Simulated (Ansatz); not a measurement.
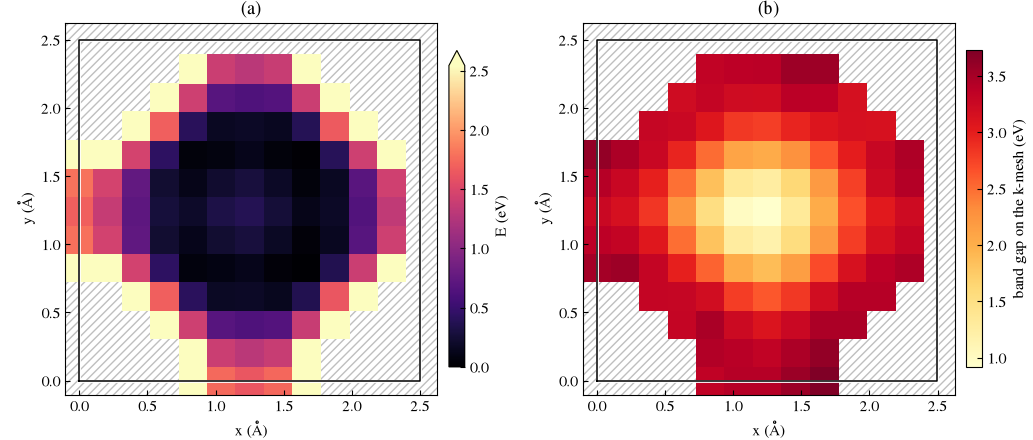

C (Fd-3m phase) with one H guest (13 atoms in the cell, cell charge +1). A guest moved over a lattice plane through the rigid host; the plane is (0 0 1) of the conventional cell, through C7. Places are given modulo a cell vector. The map is drawn in real space over the plane of the scan. Nothing is relaxed (host rigid, guest held in the plane). The grid has 12 × 12 points; 101 points were computed and 6 follow by symmetry. At 37 points there is no value (left out of the scan, as a rule where atoms come close). Energies are in eV per cell, from the lowest grid point. The cell is charged on a uniform background, without a charge correction. Method: DFT LDA, scalar-relativistic, plane waves, PAW (Ansatz 0.2.0). Settings: cutoff 420 eV, k-mesh 6×6×6, gaussian smearing 0.05 eV, no spin polarisation.

Panel (a) is the energy; panel (b) is the computed band gap on the k-mesh, in eV.

The picture shows one coloured cell a grid point, the outline of one cell of the plane, one colour for all values above the top of the scale, hatched blanks where no value was computed.

How does the band gap on the k-mesh vary over the map, and what is it at the lowest grid point?

Leaving out the highest fifth of the energies, it runs from 0.92 eV at (6/12, 6/12) of the cell vectors [nearest 4 C at 1.53 Å] to 3.57 eV at (7/12, 0/12) of the cell vectors [nearest 1 C at 0.91 Å]. At the lowest grid point, (8/12, 4/12) of the cell vectors [nearest 1 C at 1.18 Å], it is 2.70 eV.

PAW datasets: the set soft_1.
